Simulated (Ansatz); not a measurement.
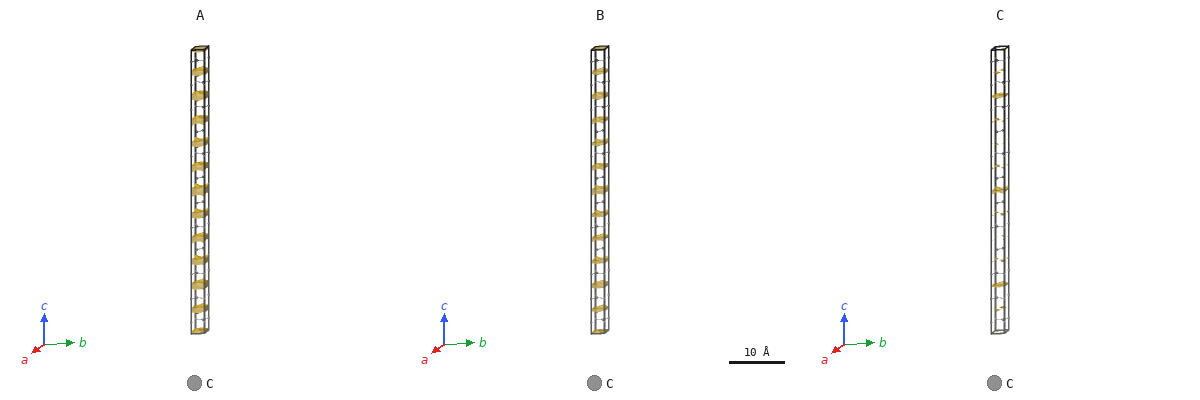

Three surfaces of the space that a probe's centre can reach in C (R-3m), computed for probe radii of 0.10, 0.30, 0.50 Å, in shuffled order. Pale faces close the region where the drawn box cuts it.

Hard-sphere model; van der Waals radii (Alvarez): C 1.77 Å.

The cell is taken from the geometry relaxed with DFT PBE, scalar-relativistic, plane waves, PAW (Ansatz).

```
CELL_PARAMETERS angstrom
2.46662 0.00000 0.00000
-1.23331 2.13616 0.00000
0.00000 0.00000 53.66879
ATOMIC_POSITIONS crystal
C 0.33333 0.66667 0.70736
C 0.00000 0.00000 0.87682
C 0.00000 0.00000 0.78984
C 0.33333 0.66667 0.78984
C 0.00000 0.00000 0.95931
C 0.66667 0.33333 0.70736
C 0.33333 0.66667 0.87682
C 0.66667 0.33333 0.95931
C 0.00000 0.00000 0.04069
C 0.66667 0.33333 0.21016
C 0.66667 0.33333 0.12318
C 0.00000 0.00000 0.12318
C 0.66667 0.33333 0.29264
C 0.33333 0.66667 0.04069
C 0.00000 0.00000 0.21016
C 0.33333 0.66667 0.29264
C 0.66667 0.33333 0.37403
C 0.33333 0.66667 0.54349
C 0.33333 0.66667 0.45651
C 0.66667 0.33333 0.45651
C 0.33333 0.66667 0.62597
C 0.00000 0.00000 0.37403
C 0.66667 0.33333 0.54349
C 0.00000 0.00000 0.62597
```

**Which panel belongs to which radius, and what does each show?**

A: 0.10 Å, a two-dimensional network in layers parallel to (001), 23 % of the volume. B: 0.30 Å, a two-dimensional network in layers parallel to (001), 13 % of the volume. C: 0.50 Å, a two-dimensional network in layers parallel to (001), 3.9 % of the volume. The larger the probe, the smaller the space left to it.
